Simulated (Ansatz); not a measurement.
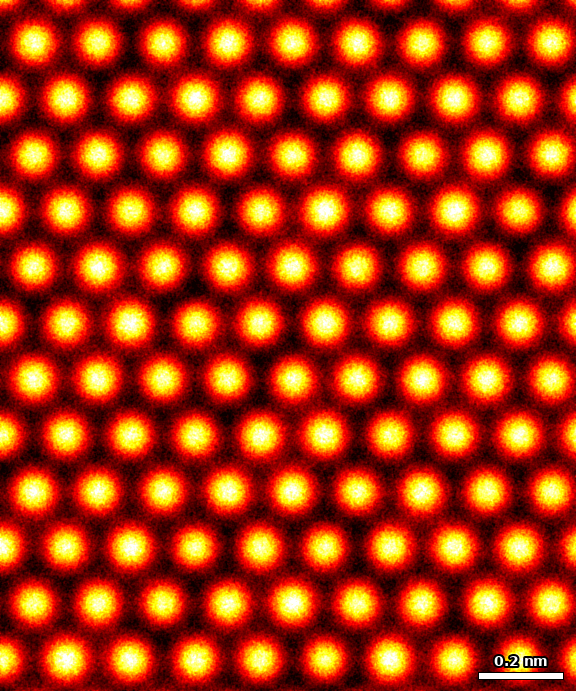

An image along [111] of one of the structures below (computed or model cells, partly hypothetical, each in its standard cell). Simulation: incoherent imaging, intensity Z^1.7 per atom, probe width 0.97 Å, thin sample. The probe carries 25 % of its weight in a tail 2.5 times as wide. Shot noise and the speckle of an amorphous layer were added.

A. V
Space group Fddd:1 (No. 70). a = 2.449 Å, b = 4.984 Å, c = 8.935 Å, α = 90.00°, β = 90.00°, γ = 90.00°
```tsv
atom	site	symmetry	x	y	z
V	8b	222	0.7500	0.7500	0.7500
```

B. V
Space group Fm-3m (No. 225). a = 3.855 Å, b = 3.855 Å, c = 3.855 Å, α = 90.00°, β = 90.00°, γ = 90.00°
| atom | site | symmetry | x | y | z |
| --- | --- | --- | --- | --- | --- |
| V | 4a | m-3m | 0.0000 | 0.0000 | 0.0000 |

C. V
Space group Im-3m (No. 229). a = 2.958 Å, b = 2.958 Å, c = 2.958 Å, α = 90.00°, β = 90.00°, γ = 90.00°
```csv
atom,site,symmetry,x,y,z
V,2a,m-3m,0.0000,0.0000,0.0000
```

D. V
Space group P6/mmm (No. 191). a = 4.453 Å, b = 4.453 Å, c = 2.387 Å, α = 90.00°, β = 90.00°, γ = 120.00°
```json
{"atom": "V", "site": "1a", "symmetry": "6/mmm", "x": "0.0000", "y": "0.0000", "z": "0.0000"}
{"atom": "V", "site": "2d", "symmetry": "-6m2", "x": "0.3333", "y": "0.6667", "z": "0.5000"}
```

Q: Which structure was imaged?

B, V. Along [111] the projected cells are A 1.19 × 2.19 Å, 97°; B 1.57 × 1.57 Å, 120°; C 2.42 × 2.42 Å, 120°; D 2.10 × 4.00 Å, 105°. The image repeats as B does.

Structure B: the input geometry of an electronic-structure calculation (not necessarily at equilibrium); the starting structure was generated, so it need not be a known form of this composition.
